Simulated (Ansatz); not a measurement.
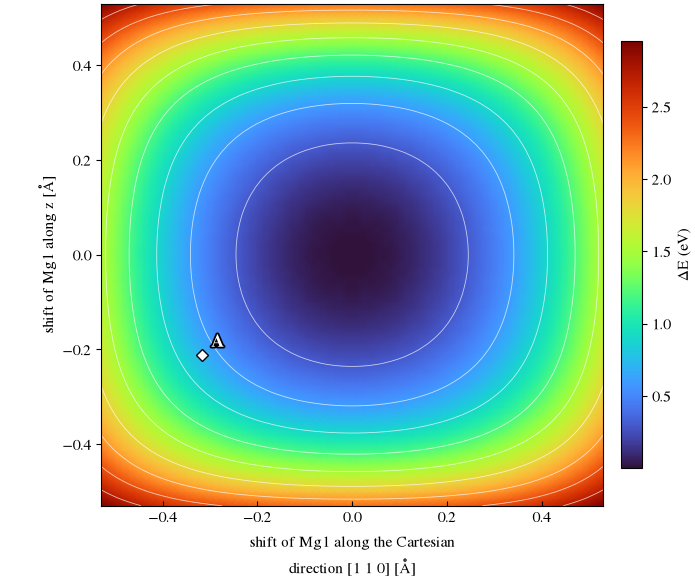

MgO (Fm-3m, No. 225; 8 atoms in the cell). One atom moved over a plane, all else fixed (x, y and z along the cube axes). Coordinates scanned: (1) shift of Mg1 along the Cartesian direction [1 1 0]; (2) shift of Mg1 along z. Nothing is relaxed (all other atoms fixed). The grid has 11 × 11 points; 36 points were computed and 85 follow by symmetry. Points are written as (first, second). Energies: eV per cell, counted from the lowest grid point. All numbers below come from DFT PBEsol, scalar-relativistic, plane waves, PAW (Ansatz). Settings: cutoff 420 eV, k-mesh 6×6×6, gaussian smearing 0.05 eV, no spin polarisation.

In the figure: a smooth colour map with a few white contour lines, the point A. Between grid points the surface is interpolated.

### Which way does the force act at A, and how strong is it?

A, at (−0.318 Å, −0.212 Å), is not a stationary point. The computed force is 3.8 eV/Å in the plane, pointing up and right in the picture (components 3.2 and 2.1 eV/Å).

PAW datasets: the set soft_1.
